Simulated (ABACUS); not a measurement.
## Band-structure run, with input and output: W (part 2 of 2)

The same run, continued: W (1 atom in the cell); Kohn-Sham DFT of a periodic cell, PW91, PseudoDojo NC SR 0.5 PBE stringent, no spin polarisation (ABACUS 3.10.1); cutoff 1006.82 eV, 10×10×10 k-mesh, fermi-dirac of 0.05 eV. The structure derives from an entry of the Crystallography Open Database.

Geometry of the input (Å; fractional positions):
```
-1.5823  1.5823  1.5823
1.5823  -1.5823  1.5823
1.5823  1.5823  -1.5823
W  0.0000  0.0000  0.0000
```

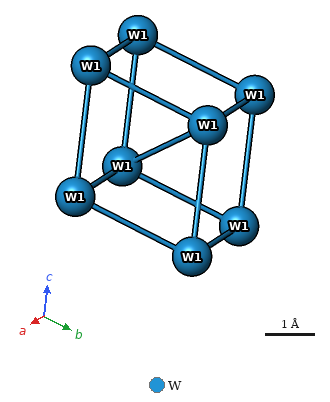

*The input geometry (ball-and-stick view of the cell of the calculation, seen slightly off an axis; atoms are numbered from 1 in the order of the input).*

## What the program printed, continued
```
 -------------------------------------------
                                 init_chg = atomic

 PW ALGORITHM --------------- ION=   1  ELEC=   1--------------------------------
 Notice: Threshold on eigenvalues was too large.
 hsover_error=0.14 > DRHO=0.0354437
 Origin diag ethr = 0.01
 New diag ethr = 0.000253169

 Density error is 0.0357869858175
                          Error Threshold = 0.000253169288197
----------------------------------------------------------
     Energy           Rydberg                 eV
----------------------------------------------------------
 E_KohnSham     -151.8216956402      -2065.6401407281
 E_Harris       -152.8954630167      -2080.2494953759
 E_Fermi        1.6966341548         23.0838919264
----------------------------------------------------------

 PW ALGORITHM --------------- ION=   1  ELEC=   2--------------------------------

 Density error is 0.000848347776184
                          Error Threshold = 0.000255621327268
----------------------------------------------------------
     Energy           Rydberg                 eV
----------------------------------------------------------
 E_KohnSham     -151.8275192913      -2065.7193755667
 E_Harris       -151.8075271214      -2065.4473681403
 E_Fermi        1.6639312124         22.6389455689
----------------------------------------------------------

 PW ALGORITHM --------------- ION=   1  ELEC=   3--------------------------------

 Density error is 8.35622397991e-05
                          Error Threshold = 6.05962697274e-06
----------------------------------------------------------
     Energy           Rydberg                 eV
----------------------------------------------------------
 E_KohnSham     -151.8275809175      -2065.7202140346
 E_Harris       -151.8437797031      -2065.9406098184
 E_Fermi        1.6648741059         22.6517742924
----------------------------------------------------------

 PW ALGORITHM --------------- ION=   1  ELEC=   4--------------------------------

 Density error is 2.39368762306e-07
                          Error Threshold = 5.96873141422e-07
----------------------------------------------------------
     Energy           Rydberg                 eV
----------------------------------------------------------
 E_KohnSham     -151.8275850212      -2065.7202698680
 E_Harris       -151.8280396755      -2065.7264557563
 E_Fermi        1.6643335479         22.6444196242
----------------------------------------------------------

 PW ALGORITHM --------------- ION=   1  ELEC=   5--------------------------------

 Density error is 2.34426781947e-08
                          Error Threshold = 1.70977687362e-09
----------------------------------------------------------
     Energy           Rydberg                 eV
----------------------------------------------------------
 E_KohnSham     -151.8275853554      -2065.7202744144
 E_Harris       -151.8272752250      -2065.7160548746
 E_Fermi        1.6643338523         22.6444237650
----------------------------------------------------------

 PW ALGORITHM --------------- ION=   1  ELEC=   6--------------------------------

 Density error is 1.73546549551e-09
                          Error Threshold = 1.67447701391e-10
----------------------------------------------------------
     Energy           Rydberg                 eV
----------------------------------------------------------
 E_KohnSham     -151.8275853558      -2065.7202744206
 E_KS(sigma->0) -151.8274236294      -2065.7180740203
 E_Harris       -151.8275490202      -2065.7197800493
 E_band         -6.1239163916        -83.3201570017
 E_one_elec     -15.3048296816       -208.2328905898
 E_Hartree      16.0363190044        218.1853134051
 E_xc           -33.2874534157       -452.8990383636
 E_Ewald        -119.2712978101      -1622.7692580718
 E_entropy(-TS) -0.0003234528        -0.0044008005
 E_descf        0.0000000000         0.0000000000
 E_exx          0.0000000000         0.0000000000
 E_Fermi        1.6643396480         22.6445026207
----------------------------------------------------------

 charge density convergence is achieved
 final etot is -2065.7202744 eV
 EFERMI = 22.644502621 eV

 STATE ENERGY(eV) AND OCCUPATIONS    NSPIN == 1
 1/12 kpoint (Cartesian) = 0.0000 0.0000 0.0000 (1157 pws)
       1       -51.6836     0.00200000
       2       -15.2450     0.00200000
       3       -15.2450     0.00200000
       4       -15.2450     0.00200000
       5        12.9123     0.00200000
       6        21.2471     0.00200000
       7        21.2471     0.00200000
       8        21.2471     0.00200000
       9        24.7437    1.16827e-21
      10        24.7437    1.16827e-21
      11        37.0722        0.00000
      12        37.0722        0.00000
      13        37.0722        0.00000
      14        49.3261        0.00000
      15        49.3261        0.00000
      16        51.9006        0.00000
      17        51.9006        0.00000

 2/12 kpoint (Cartesian) = 0.031599 -0.031599 0.0000 (1145 pws)
       1       -51.6709      0.0240000
       2       -15.3775      0.0240000
       3       -15.2865      0.0240000
       4       -15.2457      0.0240000
       5        13.3888      0.0240000
       6        20.9672      0.0240000
       7        21.1699      0.0240000
       8        21.7140      0.0240000
       9        24.3470    3.91560e-17
      10        24.7528    1.16892e-20
      11        37.4473        0.00000
      12        37.8702        0.00000
      13        38.1605        0.00000
      14        46.2505        0.00000
      15        47.5239        0.00000
      16        51.4119        0.00000
      17        52.0964        0.00000

 3/12 kpoint (Cartesian) = 0.063197 -0.063197 0.0000 (1143 pws)
       1       -51.6374      0.0240000
       2       -15.7141      0.0240000
       3       -15.3936      0.0240000
       4       -15.2474      0.0240000
       5        14.6251      0.0240000
       6        20.3096      0.0240000
       7        20.8114      0.0240000
       8        23.0624    5.62195e-06
       9        24.0175    2.84669e-14
      10        24.8386    2.09998e-21
      11        37.7755        0.00000
      12        39.6244        0.00000
      13        40.0646        0.00000
      14        44.0052        0.00000
      15        45.3393        0.00000
      16        48.9760        0.00000
      17        51.9822        0.00000

 4/12 kpoint (Cartesian) = 0.094796 -0.094796 0.0000 (1144 pws)
       1       -51.5959      0.0240000
       2       -16.1114      0.0240000
       3       -15.5232      0.0240000
       4       -15.2496      0.0240000
       5        15.8910      0.0240000
       6        19.6083      0.0240000
       7        20.7756      0.0240000
       8        24.3288    5.63586e-17
       9        25.0830    1.58335e-23
      10        25.1130    8.69119e-24
      11        36.4442        0.00000
      12        37.7035        0.00000
      13        43.2507        0.00000
      14        44.8697        0.00000
      15        45.1911        0.00000
      16        46.8324        0.00000
      17        48.8140        0.00000

 5/12 kpoint (Cartesian) = 0.12639 -0.12639 0.0000 (1146 pws)
       1       -51.5621      0.0240000
       2       -16.4194      0.0240000
       3       -15.6258      0.0240000
       4       -15.2514      0.0240000
       5        16.2756      0.0240000
       6        19.1063      0.0240000
       7        22.0736      0.0239997
       8        24.7086    2.82974e-20
       9        25.4288    1.56961e-26
      10        27.4041    1.09462e-43
      11        34.7522        0.00000
      12        34.8676        0.00000
      13        41.0291        0.00000
      14        45.6861        0.00000
      15        46.9310        0.00000
      16        48.6258        0.00000
      17        49.1619        0.00000

 6/12 kpoint (Cartesian) = 0.15799 0.15799 0.31599 (1148 pws)
       1       -51.5491      0.0120000
       2       -16.5341      0.0120000
       3       -15.6646      0.0120000
       4       -15.2522      0.0120000
       5        16.2506      0.0120000
       6        18.9269      0.0120000
       7        23.2693    4.49098e-08
       8        24.6296    6.86509e-20
       9        25.6111    2.04846e-28
      10        28.6273    1.29716e-54
      11        33.5512        0.00000
      12        34.0539        0.00000
      13        39.2598        0.00000
      14        44.5691        0.00000
      15        49.3800        0.00000
      16        49.9667        0.00000
      17        53.1495        0.00000

[... levels at 6 further k points ...]

------------------------------------------------------------------------------------------
 TOTAL-FORCE (eV/Angstrom)
------------------------------------------------------------------------------------------
                        W1         0.0000000000         0.0000000000         0.0000000000
------------------------------------------------------------------------------------------

----------------------------------------------------------------
 TOTAL-STRESS (KBAR)
----------------------------------------------------------------
        63.3664612130        -0.0000000000        -0.0000000000
        -0.0000000000        63.3664612130         0.0000000000
         0.0000000000         0.0000000000        63.3664612130
----------------------------------------------------------------
 TOTAL-PRESSURE: 63.366461 KBAR

 --------------------------------------------
 !FINAL_ETOT_IS -2065.7202744205824274 eV
 --------------------------------------------
```

## Standard output
```
ABACUS v3.10.1

               Atomic-orbital Based Ab-initio Computation at UStc

 dft_functional readin is: GGA_X_PW91+GGA_C_PW91
 dft_functional in pseudopot file is: PBE
 Please make sure this is what you need

%%%%%%%%%%%%%%%%%%%%%%%%%%%%%%%%%%%%%%%%%%%%%%%%%%%%%%%%%%%%%%%%%%%%%%%%%%%%%%%%%%%%%%%%%%%%%%%%%%%%%%%%%
 Warning: the number of valence electrons in pseudopotential > 6 for W: [Xe] 4f14 5d4 6s2
 Pseudopotentials with additional electrons can yield (more) accurate outcomes, but may be less efficient.
 If you're confident that your chosen pseudopotential is appropriate, you can safely ignore this warning.
%%%%%%%%%%%%%%%%%%%%%%%%%%%%%%%%%%%%%%%%%%%%%%%%%%%%%%%%%%%%%%%%%%%%%%%%%%%%%%%%%%%%%%%%%%%%%%%%%%%%%%%%%

 UNIFORM GRID DIM        : 30 * 30 * 30
 UNIFORM GRID DIM(BIG)   : 30 * 30 * 30
func,idGGA_X_PW91 109
func,idGGA_C_PW91 134
 ---------------------------------------------------------
 Self-consistent calculations for electrons
 ---------------------------------------------------------
 SPIN    KPOINTS         PROCESSORS  THREADS
 1       47              4           4
 ---------------------------------------------------------
 Use plane wave basis
 ---------------------------------------------------------
 ELEMENT NATOM       XC
 W       1
 ---------------------------------------------------------
 Initial plane wave basis and FFT box
 ---------------------------------------------------------
 -------------------------------------------
 SELF-CONSISTENT :
 -------------------------------------------
 START CHARGE      : atomic
 ITER       ETOT/eV          EDIFF/eV         DRHO     TIME/s
 DA1     -2.06564014e+03   0.00000000e+00   3.5787e-02   1.23
 DA2     -2.06571938e+03  -7.92348386e-02   8.4835e-04   0.52
 DA3     -2.06572021e+03  -8.38467919e-04   8.3562e-05   0.57
 DA4     -2.06572027e+03  -5.58334103e-05   2.3937e-07   0.54
 DA5     -2.06572027e+03  -4.54641516e-06   2.3443e-08   0.87
 DA6     -2.06572027e+03  -6.16627347e-09   1.7355e-09   0.47
----------------------------------------------------------------
 TOTAL-STRESS (KBAR)
----------------------------------------------------------------
        63.3664612130        -0.0000000000        -0.0000000000
        -0.0000000000        63.3664612130         0.0000000000
         0.0000000000         0.0000000000        63.3664612130
----------------------------------------------------------------
 TOTAL-PRESSURE: 63.366461 KBAR
```

## Results in brief

```tsv
quantity	value
outcome	converged
space group (tolerance 0.01 Å)	Im-3m (229)
electrons treated	14
free energy	−2065.7203 eV
Fermi energy of the self-consistent step	22.645 eV
gap on the k-point mesh	none (metallic)
pressure	6.34 GPa
largest force (length of the vector)	under 0.001 eV/Å
wall time	6.7 s (CPU time 21 s)
peak memory	0.32 GiB
```

Spin–orbit coupling is left out, which matters for W. The cell is under a pressure of 6.3 GPa at this level, so it is not at its equilibrium volume.
